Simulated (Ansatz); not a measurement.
```
Zr Si O
1.0
     0.00000    6.67752   -6.02347
    -6.67752    0.00000    6.02347
     6.67752    0.00000    6.02347
Zr Si O
8 9 31
Direct
  0.51305 0.74895 0.24895
  0.99712 0.49831 0.49663
  0.49482 0.25038 0.75038
  0.99712 0.99663 0.99831
  0.50143 0.37662 0.37938
  0.00398 0.12216 0.62216
  0.50143 0.87938 0.87662
  0.95372 0.59120 0.09120
  0.54998 0.04185 0.54185
  0.99905 0.74928 0.74711
  0.48148 0.49217 0.99217
  0.99905 0.24711 0.24928
  0.00218 0.86921 0.36921
  0.49786 0.62888 0.62151
  0.00639 0.37428 0.87428
  0.49786 0.12151 0.12888
  0.29836 0.81514 0.31514
  0.81620 0.56888 0.56546
  0.30486 0.31144 0.81144
  0.81620 0.06546 0.06888
  0.97121 0.67594 0.36664
  0.49010 0.44488 0.62780
  0.00527 0.19280 0.88039
  0.51111 0.94584 0.12716
  0.97121 0.86664 0.17594
  0.51111 0.62716 0.44584
  0.00527 0.38039 0.69280
  0.49010 0.12780 0.94488
  0.18429 0.25073 0.25322
  0.71546 0.02517 0.52517
  0.18429 0.75322 0.75073
  0.66044 0.49053 0.99053
  0.54415 0.22115 0.53276
  0.00693 0.93441 0.75031
  0.49003 0.67498 0.98618
  0.98474 0.42048 0.23987
  0.19372 0.05120 0.55120
  0.68134 0.80991 0.80307
  0.18660 0.55231 0.05231
  0.68134 0.30307 0.30991
  0.82956 0.88075 0.38075
  0.31414 0.63265 0.61361
  0.81547 0.36641 0.86641
  0.31414 0.11361 0.13265
  0.00693 0.25031 0.43441
  0.54415 0.03276 0.72115
  0.98474 0.73987 0.92048
  0.49003 0.48618 0.17498
```

Spin-polarised.

All numbers below come from DFT PBE, scalar-relativistic, plane waves, PAW in Ansatz 0.2.0.

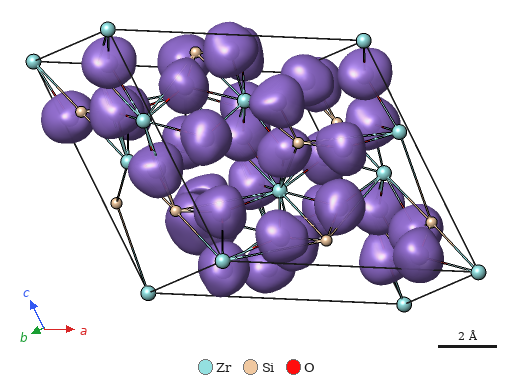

Zr₈Si₉O₃₁ (cell charge −1, with a compensating background) (cell with a defect). Isosurface of the ELF at 0.65 (purple), seen at an oblique angle. Core shells and regions of very low density are left out. Sticks mark near contacts.

In a PAW calculation such maps are meaningful between the atoms, not at the nuclei.

### Where are the electrons localised?

At this value the surface marks out 31 regions on O in which the atom's valence shell and bonds are merged and one region on Si in which the atom's valence shell and bonds are merged, counted in one cell of 48 atoms. Any copies at cell faces, edges or corners count once. Profiles from the grid: Si–O (1.60 Å): the ELF peaks at about 0.85 between the atoms. Zr–O (2.01 Å): the ELF peaks at about 0.85 in the valence shell of O, 0.6 Å from its nucleus, and drops to about 0.25 between the two atoms (no shared electron pair shows on this line).
